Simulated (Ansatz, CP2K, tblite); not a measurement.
# Random packing of 75TeO2-25ZnO (mol %) (55 atoms) in CP2K

Aim: run random packing of 75TeO2-25ZnO (mol %) (55 atoms) in CP2K and see how near its forces come to a plane-wave reference, and at what cost.

Program: CP2K 2026.2. Level of theory: the method is named at each step. Results are calculated unless marked as measured.

## 1. Starting point

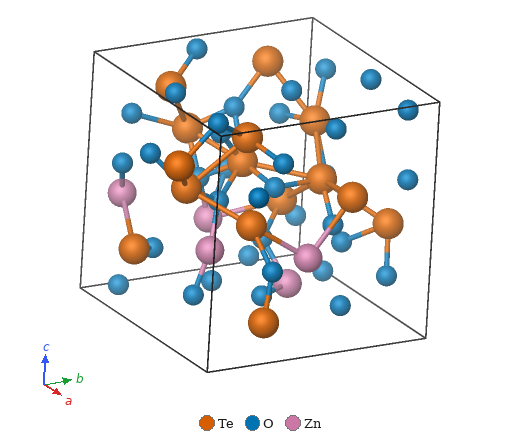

The starting structure, seen slightly off an axis (tellurium orange, oxygen blue, zinc pink). Bonds to atoms that aren't drawn are left out. Some periodic images of atoms are drawn too.

The cell holds 55 atoms: 15 Te, 35 O and 5 Zn. Cell: a = 9.418 Å, b = 9.418 Å, c = 9.418 Å, α = 90.0°, β = 90.0°, γ = 90.0°. 55 atoms (15 Te, 35 O, 5 Zn) packed at random in a cube at 5.57 g/cm³ and pushed apart as soft spheres, cations and anions kept from their own kind; a start for melting by ab initio MD, not an equilibrated structure. Then every atom was moved at random, 0.05 Å r.m.s. a Cartesian component.

The yardstick, on the same geometry:

```
method                 : Kohn-Sham DFT, PBE, PAW, plane waves (Ansatz 0.2.0); cutoff 420 eV, Γ point, fermi-dirac smearing of 0.05 eV; PAW set soft_2
r.m.s. force component : 2.156 eV/Å
longest force          : 9.587 eV/Å
pressure               : 4.901 GPa
SCF cycles             : 16
time                   : 20 s on 4 threads of Arm Neoverse N1, shared host
CPU time               : 73 s
```

## 2. PBE, DZVP-UZH, 800/50 Ry, diagonalisation

Method: Kohn-Sham DFT, PBE, GTH-PBE pseudopotentials, Gaussian and plane waves, DZVP-MOLOPT (UZH set), diagonalisation.

File input.inp:

```
&GLOBAL
  PROJECT cell
  RUN_TYPE ENERGY_FORCE
  PRINT_LEVEL LOW
&END GLOBAL
&FORCE_EVAL
  METHOD QS
  STRESS_TENSOR ANALYTICAL
  &DFT
    BASIS_SET_FILE_NAME BASIS_MOLOPT_UZH
    POTENTIAL_FILE_NAME POTENTIAL_UZH
    &MGRID
      CUTOFF 800
      REL_CUTOFF 50
      NGRIDS 5
    &END MGRID
    &QS
      EPS_DEFAULT 1.0E-12
    &END QS
    &SCF
      SCF_GUESS ATOMIC
      EPS_SCF 1.0E-06
      MAX_SCF 200
      ADDED_MOS 14
      &DIAGONALIZATION
        ALGORITHM STANDARD
      &END DIAGONALIZATION
      &SMEAR ON
        METHOD FERMI_DIRAC
        ELECTRONIC_TEMPERATURE [K] 580
      &END SMEAR
      &MIXING
        METHOD BROYDEN_MIXING
        ALPHA 0.3
        NBROYDEN 8
      &END MIXING
      &PRINT
        &RESTART OFF
        &END RESTART
      &END PRINT
    &END SCF
    &XC
      &XC_FUNCTIONAL PBE
      &END XC_FUNCTIONAL
    &END XC
    &PRINT
      &MULLIKEN ON
      &END MULLIKEN
      &HIRSHFELD ON
        SHAPE_FUNCTION DENSITY
      &END HIRSHFELD
      &MO ON
        EIGENVALUES T
        OCCUPATION_NUMBERS T
        MO_INDEX_RANGE 169 192
        &EACH
          QS_SCF 0
        &END EACH
        ADD_LAST NUMERIC
      &END MO
    &END PRINT
  &END DFT
  &SUBSYS
    &CELL
      A 9.41830 0.00000 0.00000
      B 0.00000 9.41830 0.00000
      C 0.00000 0.00000 9.41830
    &END CELL
    &TOPOLOGY
      COORD_FILE_NAME structure.xyz
      COORD_FILE_FORMAT XYZ
    &END TOPOLOGY
    &KIND Te
      BASIS_SET DZVP-MOLOPT-PBE-GTH-q6
      POTENTIAL GTH-PBE-q6
    &END KIND
    &KIND O
      BASIS_SET DZVP-MOLOPT-PBE-GTH-q6
      POTENTIAL GTH-PBE-q6
    &END KIND
    &KIND Zn
      BASIS_SET DZVP-MOLOPT-PBE-GTH-q12
      POTENTIAL GTH-PBE-q12
    &END KIND
  &END SUBSYS
  &PRINT
    &FORCES ON
    &END FORCES
    &STRESS_TENSOR ON
    &END STRESS_TENSOR
  &END PRINT
&END FORCE_EVAL
```

File structure.xyz:

```xyz
55

Te 4.88866 7.23599 5.04237
Te 1.65395 2.41608 8.27087
Te 5.39772 3.59977 7.40222
Te 7.75484 6.88864 5.39471
Te 0.61841 3.87177 6.03779
Te 2.30569 7.12099 3.31713
Te 2.73583 8.10774 6.46981
Te 6.42394 0.08043 7.14595
Te 8.93213 2.61866 1.42687
Te 3.01527 4.89177 5.40648
Te 3.58103 0.06075 2.82455
Te 6.53385 9.24557 3.56492
Te 1.05485 6.93140 8.41356
Te 6.97482 3.03458 4.53774
Te 4.68316 1.51107 5.43078
O 3.75319 6.40313 8.28528
O 6.44683 6.89909 3.82553
O 0.81902 3.96350 9.25282
O 5.06912 5.11131 5.08098
O 4.89262 1.95326 1.18548
O 1.80794 0.41459 5.56499
O 0.57593 1.30208 0.14165
O 3.41687 1.55882 8.77183
O 0.88946 8.64195 1.95533
O 5.65776 8.66079 9.08838
O 5.02033 8.18770 2.44800
O 1.52511 9.18096 7.94867
O 3.66852 5.55435 2.48775
O 3.34519 8.46470 0.65146
O 8.09343 8.87336 8.70364
O 1.48216 5.32605 6.97171
O 7.64841 6.69321 1.06502
O 7.39563 4.02030 7.01353
O 1.57747 6.28229 0.93910
O 8.71193 3.00689 3.31703
O 3.35640 3.66636 6.85040
O 7.69758 9.27552 5.72821
O 0.20221 5.91780 3.99251
O 0.80847 7.73092 6.13508
O 6.20091 1.80342 8.52234
O 3.37015 8.33312 4.50440
O 5.97695 4.26771 1.20724
O 3.09617 3.80349 0.84388
O 0.02760 1.77639 6.71591
O 4.20668 3.22275 4.51250
O 2.44565 1.56400 2.25126
O 3.99025 0.27501 6.75641
O 1.68060 3.85321 4.45128
O 6.80792 6.57567 7.81936
O 6.99799 9.02358 1.68362
Zn 0.79180 1.09525 3.91255
Zn 7.41154 5.31550 3.07168
Zn 4.91080 6.00501 1.06728
Zn 4.85890 2.57920 2.86297
Zn 1.52313 4.45052 2.68299
```

The run is started by

```bash
OMP_NUM_THREADS=1 mpirun -np 4 cp2k.psmp -i input.inp > output.txt
```

Numbers of over 12 decimals in the logs are rounded to 6 here.

The log of the run:

```text
CP2K| version string:                                       CP2K version 2026.2
 CP2K| Input file name                                                 input.inp
 GLOBAL| Basis set file name                                    BASIS_MOLOPT_UZH
 GLOBAL| Potential file name                                       POTENTIAL_UZH
 GLOBAL| Run type                                                   ENERGY_FORCE
 GLOBAL| Total number of message passing processes                             4
 GLOBAL| Number of threads for this process                                    1
 TOTAL NUMBERS AND MAXIMUM NUMBERS
  Total number of            - Atomic kinds:                                   3
                             - Atoms:                                         55
                             - Shell sets:                                    55
                             - Shells:                                       285
                             - Primitive Cartesian functions:                265
                             - Cartesian basis functions:                    850
                             - Spherical basis functions:                    775
  Maximum angular momentum of- Orbital basis functions:                        3
                             - Local part of the GTH pseudopotential:          2
                             - Non-local part of the GTH pseudopotential:      4
 SCF PARAMETERS         Density guess:                                    ATOMIC
                        max_scf:                                             200
                        eps_scf:                                        1.00E-06
                        added MOs                                        14    0
                        Mixing method:                            BROYDEN_MIXING
                                                charge density mixing in g-space
                        Smear method:                                FERMI_DIRAC
                        Electronic temperature [K]:                        580.0
                        Electronic temperature [a.u.]:                  1.84E-03
                        Accuracy threshold:                             1.00E-10
 Extrapolation method: initial_guess
 Number of electrons:                                                        360
 Number of occupied orbitals:                                                180
 Number of molecular orbitals:                                               194
 Number of orbital functions:                                                775
 Number of independent orbital functions:                                    775
 SCF WAVEFUNCTION OPTIMIZATION
  Step     Update method      Time    Convergence         Total energy    Change
     1 NoMix/Diag. 0.30E+00    3.6     2.00268469      -985.5841747570 -9.86E+02
 *** the last MO => Add more MOs for proper smearing.                   ***
     2 Broy./Diag. 0.30E+00    4.7     1.92917856      -928.8065592823  5.68E+01
     3 Broy./Diag. 0.30E+00    4.7     1.74393143     -1011.7786437453 -8.30E+01
     4 Broy./Diag. 0.30E+00    4.7     1.11452072      -991.4351329166  2.03E+01
[...]
*** the last MO => Add more MOs for proper smearing.                   ***
[...]
*** the last MO => Add more MOs for proper smearing.                   ***
[...]
*** the last MO => Add more MOs for proper smearing.                   ***
   112 Broy./Diag. 0.30E+00    4.9     0.00000104      -982.7012297247  9.64E-09
 *** the last MO => Add more MOs for proper smearing.                   ***
   113 Broy./Diag. 0.30E+00    4.9     0.00000051      -982.7012297508 -2.61E-08
  *** SCF run converged in   113 steps ***
  Electronic density on regular grids:       -360.0000000000        0.0000000000
  Core density on regular grids:              359.9999999996       -0.0000000004
  Total charge density on r-space grids:       -0.0000000004
  Total charge density g-space grids:          -0.0000000004
  Overlap energy of the core charge distribution:               6.86839e-07
  Self energy of the core charge distribution:              -2117.785254
  Core Hamiltonian energy:                                    593.019362
  Hartree energy:                                             735.372462
  Exchange-correlation energy:                               -193.289040
  Electronic entropic energy:                                  -0.018760
  Fermi energy:                                                 0.158709
  Total energy:                                              -982.701230
  Total energy (extrapolated to T->0):                       -982.691850
 MO| EIGENVALUES AND OCCUPATION NUMBERS
 MO|
 MO|  Index      Eigenvalue [a.u.]        Eigenvalue [eV]             Occupation
 MO|    169               0.143374               3.901411               1.999527
 MO|    170               0.145467               3.958364               1.998522
 MO|    171               0.147842               4.022980               1.994625
[...]
MO|    191               0.182922               4.977553               0.000004
 MO|    192               0.187082               5.090766               0.000000
 MO| Sum:                                                             360.000000
 MO| E(Fermi):            0.158709 a.u.          4.318691 eV
 !-----------------------------------------------------------------------------!
                     Mulliken Population Analysis
 #  Atom  Element  Kind  Atomic population                           Net charge
       1     Te       1          5.318750                              0.681250
       2     Te       1          4.839570                              1.160430
       3     Te       1          4.991812                              1.008188
[...]
54     Zn       3         11.721151                              0.278849
      55     Zn       3         11.329554                              0.670446
 # Total charge                            360.000000                 -0.000000
 !-----------------------------------------------------------------------------!
 !-----------------------------------------------------------------------------!
                           Hirshfeld Charges
  #Atom  Element  Kind  Ref Charge     Population                    Net charge
      1       Te     1       6.000          5.662                         0.338
      2       Te     1       6.000          5.396                         0.604
      3       Te     1       6.000          5.475                         0.525
[...]
54       Zn     3      12.000         11.692                         0.308
     55       Zn     3      12.000         11.576                         0.424
  Total Charge                                                           -0.000
 !-----------------------------------------------------------------------------!
 ENERGY| Total FORCE_EVAL ( QS ) energy [hartree]           -982.701230
 FORCES| Atomic forces [hartree/bohr]
 FORCES|   Atom     x               y               z               |f|
 FORCES|      1  7.76138551E-02 -7.46418617E-02  4.59329013E-02   1.17068994E-01
 FORCES|      2  1.64828667E-02 -4.55318628E-02  3.16112952E-02   5.78282751E-02
 FORCES|      3  7.78093054E-02 -7.11840531E-03  7.26061861E-02   1.06661230E-01
[...]
FORCES|     54 -4.50618863E-04  3.94457663E-02 -4.53159034E-02   6.00808009E-02
 FORCES|     55  5.10716214E-03  1.07197481E-02 -7.38769538E-02   7.48251322E-02
 FORCES| Sum    -1.93528345E-03 -5.74197849E-04 -6.98441210E-04
 FORCES| Total atomic force                                       2.13608177E-03
 STRESS| Analytical stress tensor [bar]
 STRESS|                        x                   y                   z
 STRESS|      x        1.34812191185E+05   2.41086371452E+04  -1.82828880714E+04
 STRESS|      y        2.41086371452E+04   8.85485222000E+04   2.68562970132E+03
 STRESS|      z       -1.82828880714E+04   2.68562970132E+03   8.63623816349E+04
 STRESS| 1/3 Trace                                             1.03241031673E+05
```

The job ended after 9.5 min (4 MPI ranks of Arm Neoverse N1, shared host; peak memory 4.8 GiB; 38 min of CPU time).

Banners, paths, timers and routine set-up lines are dropped from the logs unmarked, and long logs keep their key lines alone; longer cuts are marked.

Against the reference:

```yaml
r_m_s_force_component: 2.308 eV/Å
r_m_s_difference_of_force_components: 452.8 meV/Å
longest_difference_of_force_vectors: 1808 meV/Å
force_difference_over_r_m_s_force: 21 %
slope_of_forces_against_the_reference_s: 1.051
correlation_of_force_components: 0.9817
pressure: 10.32 GPa
pressure_difference: 5.423 GPa
```

This run lies far from the reference in forces at the same functional. Basis and potentials both differ; the latter hold 360 valence electrons against the reference's 510.

Length of the force difference by element (eV/Å):

| element | atoms | mean | most |
| --- | --- | --- | --- |
| O | 35 | 0.65 | 1.5 |
| Te | 15 | 0.88 | 1.8 |
| Zn | 5 | 0.13 | 0.25 |

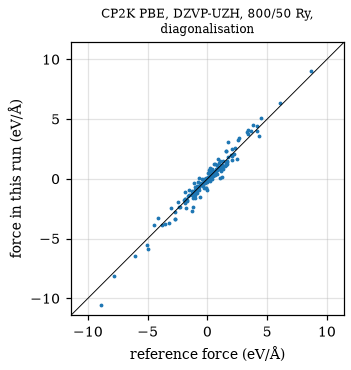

Force components against those of the reference; the line marks equality.

Local excerpt of 9 atoms (numbers count through the whole input) about Zn53, one of the 5 Zn atoms; x, y, z are measured from there.

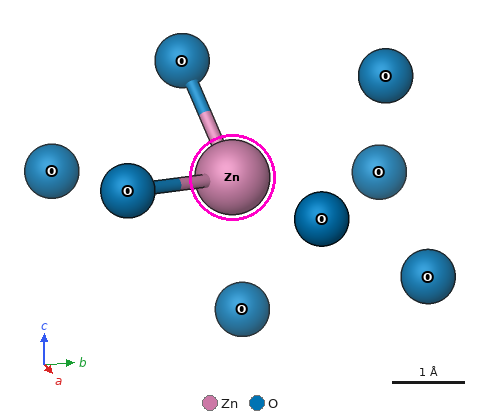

The atoms of the table, within 3.1 Å (arrows a, b, c point along x, y, z); some may hide others; the central atom is ringed.

```
atom      x      y      z  distance (Å)  Hirshfeld charge (e)     Fx     Fy  Fz (eV/Å)
Zn53   0.00   0.00   0.00          0.00                  0.49   0.29  -0.41      -1.37
 O28  -1.24  -0.45   1.42          1.94                 -0.30  -1.46   0.87       1.94
 O42   1.07  -1.74   0.14          2.04                 -0.32   0.58   1.19       1.00
 O16  -1.16   0.40  -2.20          2.52                 -0.34  -1.15   0.72      -0.77
 O26   0.11   2.18   1.38          2.59                 -0.26  -0.04  -1.51       0.69
 O32   2.74   0.69   0.00          2.82                 -0.23  -0.88  -1.06       1.20
 O43  -1.81  -2.20  -0.22          2.86                 -0.21  -0.50  -0.37       0.68
 O29  -1.57   2.46  -0.42          2.95                 -0.19   0.52   0.72       1.19
 O25   0.75   2.66  -1.40          3.09                 -0.13   0.37  -0.35      -0.68
```

Forces lie 21 % from the reference's, at 31 times its CPU time; the SCF took 113 steps, which the time reflects.

## 3. PBE, DZVP-MOLOPT-SR, 800/50 Ry, diagonalisation

Method: Kohn-Sham DFT, PBE, GTH-PBE pseudopotentials, Gaussian and plane waves, DZVP-MOLOPT-SR-GTH, diagonalisation.

Changes to input.inp since step 2:

```diff
@@ -9,4 +9,4 @@
   &DFT
-    BASIS_SET_FILE_NAME BASIS_MOLOPT_UZH
-    POTENTIAL_FILE_NAME POTENTIAL_UZH
+    BASIS_SET_FILE_NAME BASIS_MOLOPT
+    POTENTIAL_FILE_NAME GTH_POTENTIALS
     &MGRID
@@ -68,8 +68,31 @@
     &END CELL
-    &TOPOLOGY
-      COORD_FILE_NAME structure.xyz
-      COORD_FILE_FORMAT XYZ
-    &END TOPOLOGY
+    &COORD
+      Te 4.88866 7.23599 5.04237
+      Te 1.65395 2.41608 8.27087
+      Te 5.39772 3.59977 7.40222
+      Te 7.75484 6.88864 5.39471
+      Te 0.61841 3.87177 6.03779
+      Te 2.30569 7.12099 3.31713
+      Te 2.73583 8.10774 6.46981
+      Te 6.42394 0.08043 7.14595
+      Te 8.93213 2.61866 1.42687
+      Te 3.01527 4.89177 5.40648
+      Te 3.58103 0.06075 2.82455
+      Te 6.53385 9.24557 3.56492
+      Te 1.05485 6.93140 8.41356
+      Te 6.97482 3.03458 4.53774
+      Te 4.68316 1.51107 5.43078
+      O 3.75319 6.40313 8.28528
+      O 6.44683 6.89909 3.82553
+      O 0.81902 3.96350 9.25282
+      O 5.06912 5.11131 5.08098
+      O 4.89262 1.95326 1.18548
+[... 31 atom lines left out ...]
+      Zn 7.41154 5.31550 3.07168
+      Zn 4.91080 6.00501 1.06728
+      Zn 4.85890 2.57920 2.86297
+      Zn 1.52313 4.45052 2.68299
+    &END COORD
     &KIND Te
-      BASIS_SET DZVP-MOLOPT-PBE-GTH-q6
+      BASIS_SET DZVP-MOLOPT-SR-GTH-q6
       POTENTIAL GTH-PBE-q6
@@ -77,3 +100,3 @@
     &KIND O
-      BASIS_SET DZVP-MOLOPT-PBE-GTH-q6
+      BASIS_SET DZVP-MOLOPT-SR-GTH-q6
       POTENTIAL GTH-PBE-q6
@@ -81,3 +104,3 @@
     &KIND Zn
-      BASIS_SET DZVP-MOLOPT-PBE-GTH-q12
+      BASIS_SET DZVP-MOLOPT-SR-GTH-q12
       POTENTIAL GTH-PBE-q12
```

The log of the run:

```text
CP2K| version string:                                       CP2K version 2026.2
 CP2K| Input file name                                                 input.inp
 GLOBAL| Basis set file name                                        BASIS_MOLOPT
 GLOBAL| Potential file name                                      GTH_POTENTIALS
 GLOBAL| Run type                                                   ENERGY_FORCE
 GLOBAL| Total number of message passing processes                             4
 GLOBAL| Number of threads for this process                                    1
 TOTAL NUMBERS AND MAXIMUM NUMBERS
  Total number of            - Atomic kinds:                                   3
                             - Atoms:                                         55
[... lines left out ...]
                        Smear method:                                FERMI_DIRAC
[... lines left out ...]
 Number of electrons:                                                        360
[... lines left out ...]
  Step     Update method      Time    Convergence         Total energy    Change
[... lines left out ...]
  *** SCF run converged in    97 steps ***
[... lines left out ...]
  Fermi energy:                                                 0.159047
  Total energy:                                              -982.528740
  Total energy (extrapolated to T->0):                       -982.519375
[... lines left out ...]
 MO| E(Fermi):            0.159047 a.u.          4.327877 eV
[... lines left out ...]
 !-----------------------------------------------------------------------------!
 !-----------------------------------------------------------------------------!
                           Hirshfeld Charges
  #Atom  Element  Kind  Ref Charge     Population                    Net charge
      1       Te     1       6.000          5.661                         0.339
      2       Te     1       6.000          5.380                         0.620
      3       Te     1       6.000          5.464                         0.536
[...]
54       Zn     3      12.000         11.687                         0.313
     55       Zn     3      12.000         11.569                         0.431
  Total Charge                                                           -0.000
 !-----------------------------------------------------------------------------!
 ENERGY| Total FORCE_EVAL ( QS ) energy [hartree]           -982.528740
 FORCES| Atomic forces [hartree/bohr]
 FORCES|   Atom     x               y               z               |f|
 FORCES|      1  7.40700665E-02 -7.37307128E-02  4.24028211E-02   1.12785602E-01
 FORCES|      2  1.56878186E-02 -4.56649439E-02  3.38857526E-02   5.89884648E-02
 FORCES|      3  7.67112614E-02 -6.57344391E-03  7.02502170E-02   1.04225336E-01
[...]
FORCES|     54 -1.36046388E-03  4.06033133E-02 -4.44110109E-02   6.01898480E-02
 FORCES|     55  5.20717789E-03  1.10385775E-02 -7.34389346E-02   7.44462357E-02
 FORCES| Sum    -1.87545515E-03 -4.88894771E-04 -7.66481171E-04
 FORCES| Total atomic force                                       2.08418893E-03
 STRESS| Analytical stress tensor [bar]
 STRESS|                        x                   y                   z
 STRESS|      x        1.31567798650E+05   2.52586745283E+04  -1.70370958868E+04
 STRESS|      y        2.52586745283E+04   8.65541977422E+04   2.79141923641E+03
 STRESS|      z       -1.70370958868E+04   2.79141923641E+03   8.19408232783E+04
 STRESS| 1/3 Trace                                             1.00020939890E+05
```

Elapsed: 8 min, on 4 MPI ranks; peak memory 4.4 GiB; 32 min of CPU time.

Against the reference:

```
r.m.s. force component                  : 2.253 eV/Å
r.m.s. difference of force components   : 374.4 meV/Å
longest difference of force vectors     : 1582 meV/Å
force difference over r.m.s. force      : 17.36 %
slope of forces against the reference's : 1.031
correlation of force components         : 0.9866
pressure                                : 10 GPa
pressure difference                     : 5.101 GPa
```

This run lies far from the reference in forces at the same functional. Basis and potentials both differ; the latter hold 360 valence electrons against the reference's 510.

Against the first run (21 %), the force difference from the reference is 17 %, at 0.85 times the CPU time, with 775 basis functions against 775; this set comes with other potentials too, so the change isn't the basis's alone.

[end of part 1 of 2]

[Also dropped from logs without a mark: logging warnings of Python, and SIESTA's first energy breakdown and zero terms.]

[Logs are printed without paths, hosts, clocks, repeated set-up lines and the standing remarks that a program may print on its own settings, such as how far it seeks lower states.]

[Hosts, paths, dates, database ids (printed as entryN), source tags and the programs' standing remarks are cut or masked in the printed files.]
